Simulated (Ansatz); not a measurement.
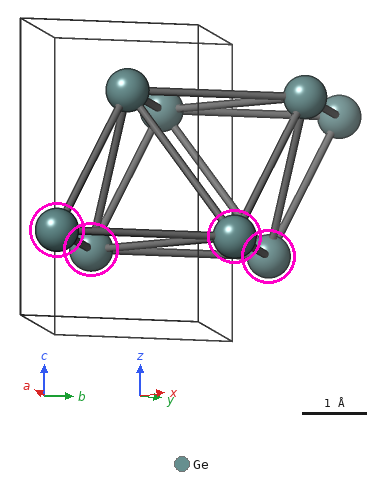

Energy scan for a crystal of Ge (Cmcm), in which Ge1 (one in each cell of 2 atoms) is moved over the plane of the Cartesian directions [1 1 0] and z, all else fixed. The picture shows the reference cell. The ringed atoms are those of the scanned coordinate. The picture is a ball-and-stick view of the cell of the calculation, repeated 2 × 2 × 1 with one cell outlined, seen nearly along the normal of the scanned plane.

Computed with DFT PBEsol+D3(BJ), scalar-relativistic, plane waves, PAW in Ansatz. Settings: plane-wave cutoff 420 eV; k-point mesh 18 × 18 × 10; occupations gaussian; smearing width 0.15 eV; no spin polarisation. Energies (free energies at the smearing named) are counted from the cell as listed in its source, which wasn't relaxed.

```xyz
2
Lattice="1.4881 -2.5947 0.0000 1.4881 2.5947 0.0000 0.0000 0.0000 4.7276" Properties=species:S:1:pos:R:3 pbc="T T T"
Ge    1.4881   -0.8643    1.1819
Ge    1.4881    0.8643    3.5457
```

Question: Give the energy at each point on a grid with rows −0.450, −0.225, 0.000, 0.225, 0.450 and columns −0.450, −0.225, 0.000, 0.225, 0.450 (displacement along [1 1 0] (Å); displacement along z (Å)).

Answer: Rows: displacement along [1 1 0] (Å); columns: displacement along z (Å); values in meV/cell.

```tsv
	−0.450	−0.225	0.000	0.225	0.450
−0.450	491	107	1	107	491
−0.225	354	76	1	76	354
0.000	313	67	0	67	313
0.225	339	73	1	73	339
0.450	405	88	4	88	405
```

In pairs of (displacement along [1 1 0] (Å); displacement along z (Å)): the lowest computed point lies at (0.000, 0.000) (0 meV/cell), the highest at (−0.450, −0.450), (−0.450, 0.450) (491 meV/cell).  Over the ranges scanned the energy rises more along the second axis, the displacement along z.

As a map, interpolated between the computed points (dots):

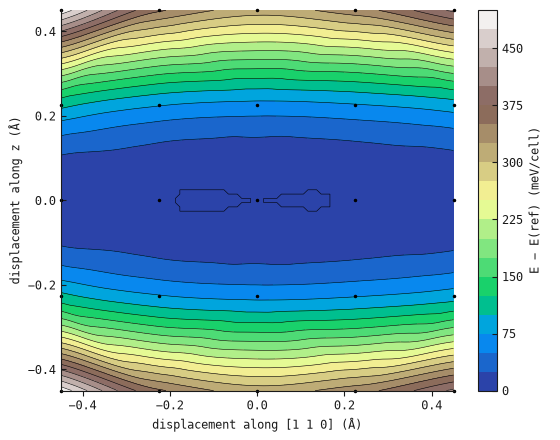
